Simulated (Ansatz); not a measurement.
Ni (slab)

```yaml
crystal:
  lattice:
    - [2.44882, 0.00000, 0.00000]
    - [-1.22441, 2.12074, 0.00000]
    - [0.00000, 0.00000, 24.99725]
  atoms:
    - { symbol: Ni, position: [0.66667, 0.33333, 0.30003] }
    - { symbol: Ni, position: [0.33333, 0.66667, 0.38002] }
    - { symbol: Ni, position: [0.00000, 0.00000, 0.46001] }
    - { symbol: Ni, position: [0.66667, 0.33333, 0.53999] }
    - { symbol: Ni, position: [0.33333, 0.66667, 0.61998] }
    - { symbol: Ni, position: [0.00000, 0.00000, 0.69997] }
```

Spin-polarised.

The calculation used DFT PBEsol, scalar-relativistic, plane waves, PAW (Ansatz 0.2.0).

Core electrons are frozen (PAW), and the valence fields are smoothed inside the atomic spheres.

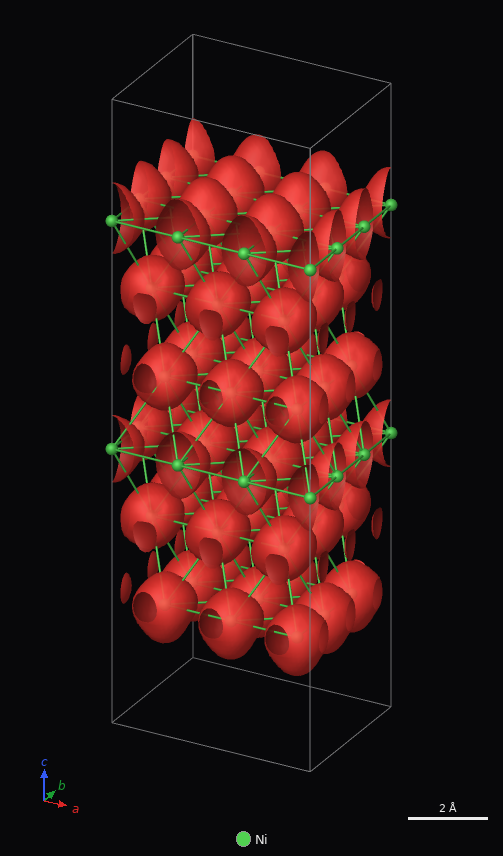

Figure 1. Isosurfaces of the magnetisation density (up minus down) at +0.03 (red) and −0.03 e/Å³ (blue), seen slightly off an axis. Sticks mark near contacts.

Question: Which atoms carry the moments, and with what signs?

Answer: The spin density sits on Ni: +0.7 μB (×6) in one cell of 6 atoms: parallel moments (a ferromagnetic arrangement) in this solution. The cell of the calculation (6 atoms) carries 4.0 μB of net spin moment. Only one sign reaches the isovalue.

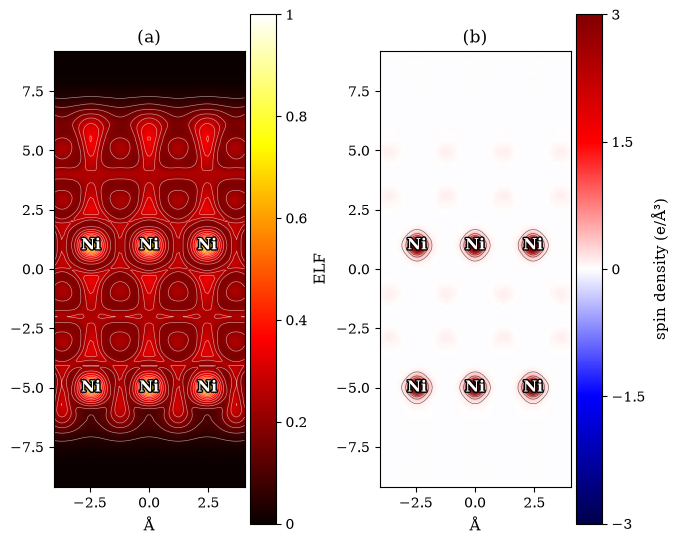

Figure 2. (a) ELF; (b) spin density (up minus down) on the (100) plane of the calculation cell, a cut from vacuum to vacuum.

Question: Describe what can be read from this map.

Answer: The plane passes through Ni nuclei.
Atoms just off the plane (Ni, 0.7 Å away) can leave unmarked features too.
Ni–Ni (2.45 Å): the ELF is about 0.25 at the midpoint (no shared electron pair shows on this line).
The features right at Ni lie inside the PAW spheres, where the map follows smoothed inner orbitals and isn't to be read closely.

Question: Does the calculation give a band gap?

Answer: It is gapless in this calculation (a metal or semimetal).
